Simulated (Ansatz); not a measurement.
System: SnS₂, space group P-3m1 (No. 164).

Starting cell:
```yaml
crystal:
  lattice:
    - [3.68706, 0.00000, 0.00000]
    - [-1.84353, 3.19309, 0.00000]
    - [0.00000, 0.00000, 6.14103]
  atoms:
    - { symbol: Sn, position: [0.00000, 0.00000, 0.00000] }
    - { symbol: S, position: [0.66667, 0.33333, 0.24077] }
    - { symbol: S, position: [0.33333, 0.66667, 0.75923] }
```

Method: Born effective charges by linear response at the zone centre, in units of the proton charge, Cartesian axes of the given cell; plane waves with PAW datasets (Ansatz 0.2.0). Level: PBE, no spin polarisation.

- wave cutoff: 420 eV
- k mesh: 12×12×6
- occupations: fixed
- pressure: 1 GPa

Describe the result: the mean Born effective charge of each atom. The cases: Sn; S 1; S 2.

The largest in size is that of Sn, 3.81 e, and the charges add up to 0.00 e. Sn is the most anisotropic: its diagonal components run from 1.60 to 4.92 e.

```csv
atom,mean Born effective charge (e),Born charge xx (e),Born charge zz (e)
Sn,3.81,4.921,1.598
S 1,-1.91,-2.461,-0.799
S 2,-1.91,-2.461,-0.799
```

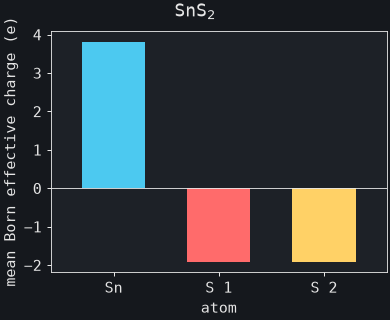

Keep in mind: weakly bound, no dispersion correction.
